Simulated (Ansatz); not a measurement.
**What a change does: single-point calculation on Cu**

System: Cu (P6₃/mmc, 2 atoms in the cell).
Method of run 1: DFT PBEsol, scalar-relativistic, plane waves, PAW, no spin polarisation (Ansatz 0.2.0).

The structure derives from a Materials Project entry. Text and figures count atoms from 1; the logs count them from 0 in places.

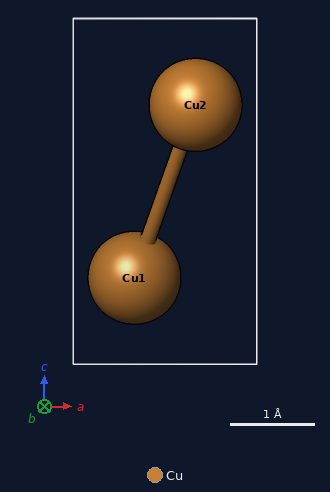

The structure as given in the input (ball-and-stick view of the cell of the calculation, along the b axis; atoms are numbered from 1 in the order of the input). An atom can appear more than once, as a periodic image.

Input file, run 1:
```yaml
crystal:
  lattice:
    - [2.5205910253, 0.0, 0.0]
    - [-1.2602955127, 2.1828958605, 0.0]
    - [0.0, 0.0, 4.1165232668]
  atoms:
    - { symbol: Cu, position: [0.3333333333, 0.6666666667, 0.25] }
    - { symbol: Cu, position: [0.6666666667, 0.3333333333, 0.75] }
basis:
  ecutwfc: 420
kpoints:
  mp_grid: { grid: [30, 30, 14] }
hamiltonian:
  xc: pbesol
scf:
  occupations: { method: gaussian, width: 0.15 }
output:
  forces: true
  stress: true
  eigenvalues: true
```

Command:
```bash
ansatz run input.yaml --threads 1 --pin off --max-ram 2560MiB --backend cpu --events-out ev --progress --plain --runs-dir out
```

Hardware: 1 thread of Arm Neoverse V1, 24 GiB of memory available, shared host.

Output, shortened to warnings, some set-up lines, iterations and results (run 1):
```
Basis set: ecut = 420 eV, 451 PW (Γ), exchange–correlation on 36×36×60 points (8 copies of the dense FFT grid, shifted against one another)
Symmetry: 24 space group operations
k-points: 728 of 12600
Initial density: superposition of atomic densities (neutral atoms: chi_scale 0, normalization atom), corrected by the library's trained network
[...]
SCF iter   1: F=—  HF=-13177.545334 eV  |F-HF|=—  |Δ(HF+E_count)|=         —  Δρ=2.19e-2  dr2=5.63e-2  ethr=1.77e-3  ⟨swp⟩=4.7  Hψ=60746  notcnv=0
SCF iter   2: F=—  HF=-13177.533374 eV  |F-HF|=—  |Δ(HF+E_count)|=   1.20e-2  Δρ=5.42e-3  dr2=3.80e-3  ethr=1.48e-4  ⟨swp⟩=2.5  Hψ=30340  notcnv=0  defer=23
SCF iter   3: F=—  HF=-13177.532619 eV  |F-HF|=—  |Δ(HF+E_count)|=   7.55e-4  Δρ=1.42e-3  dr2=2.57e-4  ethr=1.00e-5  ⟨swp⟩=1.0  Hψ=16658  notcnv=0  defer=23
SCF iter   4: F=—  HF=-13177.532527 eV  |F-HF|=—  |Δ(HF+E_count)|=   9.27e-5  Δρ=8.22e-5  dr2=5.67e-7  ethr=6.77e-7  ⟨swp⟩=2.5  Hψ=23951  notcnv=0  defer=23
SCF iter   5: F=—  HF=-13177.532527 eV  |F-HF|=—  |Δ(HF+E_count)|=   2.10e-7  Δρ=8.81e-6  dr2=3.62e-9  ethr=1.49e-9  ⟨swp⟩=2.0  Hψ=25446  notcnv=0  defer=23
SCF iter   6: F=-13177.532527 eV  HF=-13177.532527 eV  |F-HF|=1.46e-11  |Δ(HF+E_count)|=   1.01e-8  Δρ=5.27e-7  dr2=2.72e-11  ethr=9.54e-12  ⟨swp⟩=2.2  Hψ=54658  notcnv=0
SCF 1 converged in 6 iterations: F = -13177.532527 eV  dr2 = 2.72e-11
SCF converged after 6 iterations
Free energy (F): -13177.532527 eV
Harris-Foulkes:  -13177.532527 eV  (|F-HF|=1.46e-11)
Internal energy: -13177.526390 eV  (E = F + TS)
E sigma→0 (E₀):  -13177.529458 eV
Entropy (-TS):   -0.006137 eV (-3.069 meV/atom)
Fermi energy:    17.481300 eV
--- Per-component energies (eV) ---
  E_band       = -691.754003
  E_kinetic    = 601.270523
  E_local      = -7944.321355  (includes V_loc(G=0)·N_el)
  E_nonlocal   = 782.158696
  E_hartree    = 3498.900151
  E_xc         = -178.790268
  E_vxc        = -231.762114  (∫ρ·V_xc dr)
  E_paw        = -3251.623095  (= ΣΔE_a)
  E_vpaw       = -896.901147  (= ΣTr[D̂ρ^β])
  E_aug_tail   = 0.000499  (compensation charges beyond the density's cutoff)
  E_ewald      = -6685.533946
  E_core_change = 0.412404  (= ΣΔE_core)
  E_smearing   = -0.006137  (= −TS)
  E_closure    = 0.000000  (closes the sum)
  Σ components = -13177.532527   (vs F -13177.532527, Δ=0.00e0)
--- Forces (eV/Å), atoms counted from 1 ---
  atom   1  Cu    -0.00000000    -0.00000000     0.00000000
  atom   2  Cu     0.00000000     0.00000000     0.00000000
  max |Σ_I F_I| component: 0.00e0 eV/Å
--- Stress (GPa, compression-positive) ---
       -0.353796       0.000000       0.000000
        0.000000      -0.353796       0.000000
        0.000000       0.000000       0.610817
  P = ⅓ Tr σ = -0.0323 GPa (-0.323 kbar)
```

The input of run 2 differs as follows (lines with − go, lines with + come):
```diff
-  mp_grid: { grid: [30, 30, 14] }
+  mp_grid: { grid: [30, 30, 16] }
```

Predict how the results change.

The free energy of run 2 is 0.01 meV per atom lower, which measures how much it depends on this numerical setting. The number of SCF iterations is the same. The irreducible k-points go from 728 to 819.

Output, shortened to warnings, some set-up lines, iterations and results (run 2):
```
Basis set: ecut = 420 eV, 451 PW (Γ), exchange–correlation on 36×36×60 points (8 copies of the dense FFT grid, shifted against one another)
Symmetry: 24 space group operations
k-points: 819 of 14400
Initial density: superposition of atomic densities (neutral atoms: chi_scale 0, normalization atom), corrected by the library's trained network
[...]
SCF iter   1: F=—  HF=-13177.545354 eV  |F-HF|=—  |Δ(HF+E_count)|=         —  Δρ=2.19e-2  dr2=5.63e-2  ethr=1.77e-3  ⟨swp⟩=4.7  Hψ=68339  notcnv=0
SCF iter   2: F=—  HF=-13177.533390 eV  |F-HF|=—  |Δ(HF+E_count)|=   1.20e-2  Δρ=5.42e-3  dr2=3.80e-3  ethr=1.48e-4  ⟨swp⟩=2.5  Hψ=34107  notcnv=0  defer=26
SCF iter   3: F=—  HF=-13177.532636 eV  |F-HF|=—  |Δ(HF+E_count)|=   7.54e-4  Δρ=1.42e-3  dr2=2.57e-4  ethr=1.00e-5  ⟨swp⟩=1.0  Hψ=18743  notcnv=0  defer=26
SCF iter   4: F=—  HF=-13177.532544 eV  |F-HF|=—  |Δ(HF+E_count)|=   9.23e-5  Δρ=8.18e-5  dr2=5.59e-7  ethr=6.76e-7  ⟨swp⟩=2.5  Hψ=26984  notcnv=0  defer=26
SCF iter   5: F=—  HF=-13177.532544 eV  |F-HF|=—  |Δ(HF+E_count)|=   2.93e-7  Δρ=8.81e-6  dr2=3.67e-9  ethr=1.47e-9  ⟨swp⟩=2.0  Hψ=28557  notcnv=0  defer=26
SCF iter   6: F=-13177.532544 eV  HF=-13177.532544 eV  |F-HF|=1.46e-11  |Δ(HF+E_count)|=   1.02e-8  Δρ=5.27e-7  dr2=2.69e-11  ethr=9.66e-12  ⟨swp⟩=2.2  Hψ=61479  notcnv=0
SCF 1 converged in 6 iterations: F = -13177.532544 eV  dr2 = 2.69e-11
SCF converged after 6 iterations
Free energy (F): -13177.532544 eV
Harris-Foulkes:  -13177.532544 eV  (|F-HF|=1.46e-11)
Internal energy: -13177.526528 eV  (E = F + TS)
E sigma→0 (E₀):  -13177.529536 eV
Entropy (-TS):   -0.006016 eV (-3.008 meV/atom)
Fermi energy:    17.482088 eV
--- Per-component energies (eV) ---
  E_band       = -691.755767
  E_kinetic    = 601.270131
  E_local      = -7944.319097  (includes V_loc(G=0)·N_el)
  E_nonlocal   = 782.158205
  E_hartree    = 3498.898301
  E_xc         = -178.790259
  E_vxc        = -231.762101  (∫ρ·V_xc dr)
  E_paw        = -3251.622769  (= ΣΔE_a)
  E_vpaw       = -896.900596  (= ΣTr[D̂ρ^β])
  E_aug_tail   = 0.000499  (compensation charges beyond the density's cutoff)
  E_ewald      = -6685.533946
  E_core_change = 0.412404  (= ΣΔE_core)
  E_smearing   = -0.006016  (= −TS)
  E_closure    = 0.000000  (closes the sum)
  Σ components = -13177.532544   (vs F -13177.532544, Δ=0.00e0)
--- Forces (eV/Å), atoms counted from 1 ---
  atom   1  Cu    -0.00000000    -0.00000000     0.00000000
  atom   2  Cu     0.00000000     0.00000000     0.00000000
  max |Σ_I F_I| component: 4.63e-18 eV/Å
--- Stress (GPa, compression-positive) ---
       -0.360059       0.000000       0.000000
        0.000000      -0.360059       0.000000
        0.000000       0.000000       0.615372
  P = ⅓ Tr σ = -0.0349 GPa (-0.349 kbar)
```

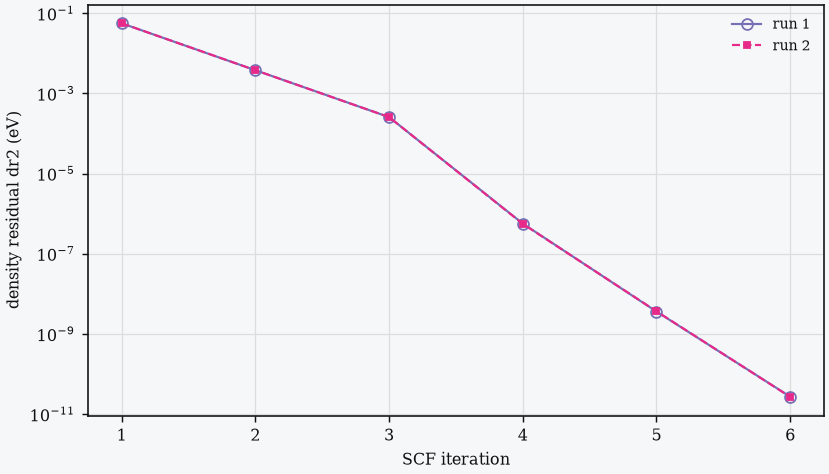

Convergence of the two runs: density residual dr2 against the SCF iteration. Run 1 takes 6 iterations in all, and run 2 takes 6.

The two runs side by side:

| quantity | run 1 | run 2 |
| --- | --- | --- |
| outcome | converged | converged |
| free energy per atom (eV) | −6588.7663 | −6588.7663 |
| energy per atom, smearing taken to zero (eV) | −6588.7647 | −6588.7648 |
| gap on the mesh (eV) | 0.00 | 0.00 |
| pressure (GPa) | −0.03 | −0.03 |
| largest force (eV/Å) | 0.000 | 0.000 |
| SCF iterations | 6 | 6 |
| irreducible k-points | 728 | 819 |
| plane waves at Γ | 451 | 451 |
| wall time (shared host) | 17 s | 20 s |
